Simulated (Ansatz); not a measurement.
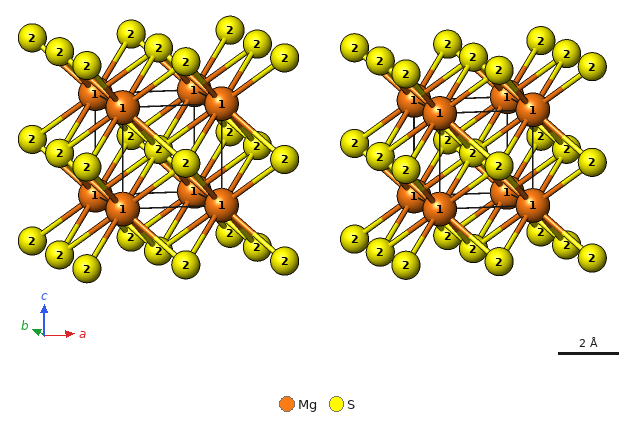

Two geometries of a crystal of MgS (a generated structure, set up in Pm-3m) (coarse preliminary run), drawn at one scale. One is the start of a relaxation, the other its converged end. A ball-and-stick model of the cell of the calculation, seen slightly off an axis.

The calculation used DFT PBE, scalar-relativistic, plane waves, PAW in Ansatz. Set-up: plane-wave cutoff 420 eV; k-point mesh 6 × 6 × 6; occupations gaussian; smearing width 0.1 eV; no spin polarisation; cell and atoms relaxed; force threshold 0.04 eV/Å; at most 70 steps.

Question: Which one is relaxed?

Answer: The right one is the relaxed one. The atoms keep their places relative to the cell (all moves are under 0.005 Å). The drawn cell changes as follows: a = b = c 3.475 → 3.273 Å (−5.8 %); the volume changes by −16.4 %. Among the contacts that change: Mg1–S2 3.009 → 2.834 Å. The space group stays Pm-3m (No. 221). After 3 accepted moves (4 points after the start) the energy has fallen by 108 meV per atom. All forces vanish by symmetry, so only the cell relaxes. The pressure goes from −8.61 to −0.02 GPa. At 1 point the geometry stayed and the basis and grid were re-selected for the new cell (energy shift of 0.1 meV per atom at most each time).
